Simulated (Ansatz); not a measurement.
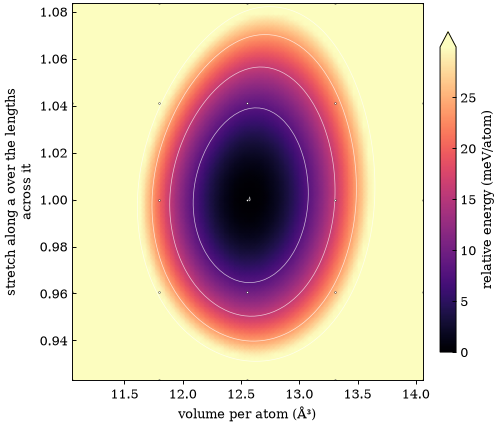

Cu (Cmcm, No. 63; 2 atoms in the cell). The energy is mapped over volume and the cell's shape. First axis: volume per atom. Second axis: stretch along a over the lengths across it, relative to the relaxed cell. Nothing is relaxed (fractional coordinates fixed). Grid: 5 × 5 points. Points are written as (first, second). Energies: meV/atom, counted from the lowest grid point. Computed with Ansatz 0.2.0, DFT PBE, scalar-relativistic, plane waves, PAW. Settings: cutoff 520 eV, k-mesh 20×20×20, gaussian smearing 0.15 eV, no spin polarisation.

Drawn: a smooth colour map with a few white contour lines, dots at the grid points, one colour for all values above the top of the scale. Between grid points the surface is interpolated.

Question: Where is the minimum, and how stiff is the well along each coordinate?

Answer: The interpolated minimum is at volume per atom ≈ 12.55 Å³, the second coordinate ≈ 1.000. The curvatures there are about 0.13 eV/(Å³)² and 23 eV, with a cross term of about −0.1 eV/Å³ (per cell of 2 atoms). Round the minimum the two coordinates are weakly coupled (coupling −0.06 in units of the two stiffnesses).

PAW datasets: the set soft_1.
